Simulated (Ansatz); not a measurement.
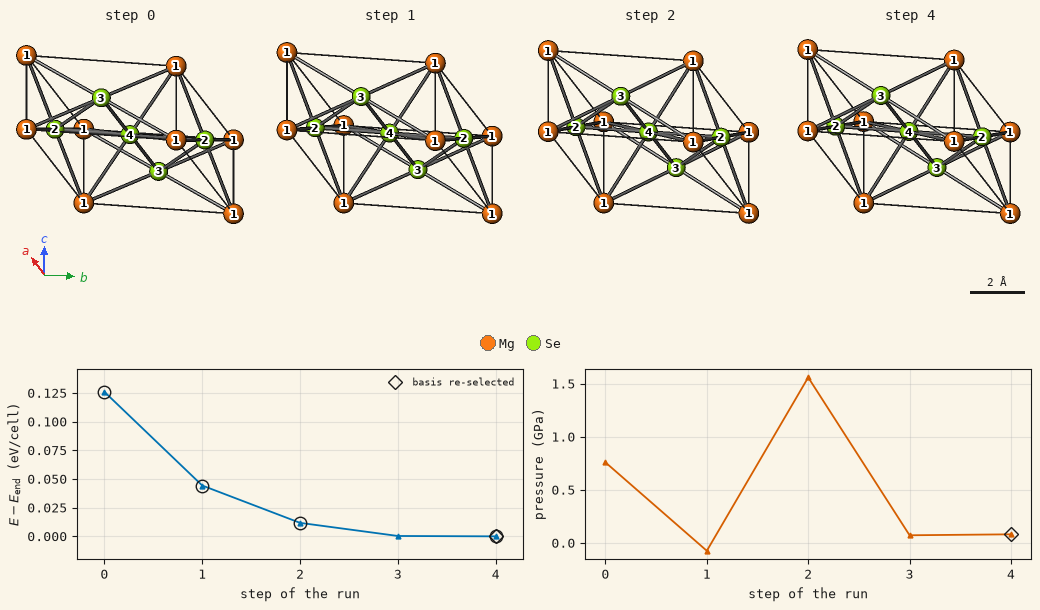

Frames of a relaxation of crystalline MgSe3 (a generated structure, set up in P6/mmm) (coarse preliminary run), marked on the history of the run. A ball-and-stick model of the cell of the calculation, seen from a free direction.

Theory: DFT PBE, scalar-relativistic, plane waves, PAW in Ansatz 0.2.0. (plane-wave cutoff 420 eV; k-point mesh 6 × 6 × 6; occupations gaussian; smearing width 0.1 eV; no spin polarisation; cell and atoms relaxed; force threshold 0.04 eV/Å; at most 70 steps)

### What happens along the run?

The atoms keep their places relative to the cell (all moves are under 0.005 Å). Cell: a = b 5.630 → 5.507 Å (−2.2 %), c 3.240 → 3.570 Å (+10.2 %). Volume +5.4 %. Some distances before and after: Se2–Se2 3.240 → 3.570 Å, Se2–Se3 2.815 → 2.753 Å, Mg1–Se2 3.248 → 3.281 Å. The space group stays P6/mmm (No. 191). Over 3 accepted moves (4 points after the start) the energy falls by 0.126 eV per cell of the calculation. All forces vanish by symmetry, so only the cell relaxes. The pressure goes from 0.76 to 0.08 GPa. The SCF was repeated once at an unchanged geometry on a basis and grid sized afresh for the cell, which shifted the energy by 0.3 meV per cell of the calculation at most. From step 0 to 1: volume +3.0 %, energy −81.7 meV per cell of the calculation. From step 1 to 2: energy −32.6 meV per cell of the calculation. From step 2 to 4: volume +2.3 %, energy −11.8 meV per cell of the calculation.

```
step  E − E(0), meV/atom  pressure, GPa  volume, Å³/atom                      note
   0                0.00           0.76           22.235                          
   1              -20.42          -0.07           22.913                          
   2              -28.56           1.56           22.909                          
   3              -31.42           0.07           23.439                          
   4              -31.50           0.08           23.439  same geometry, new basis
```
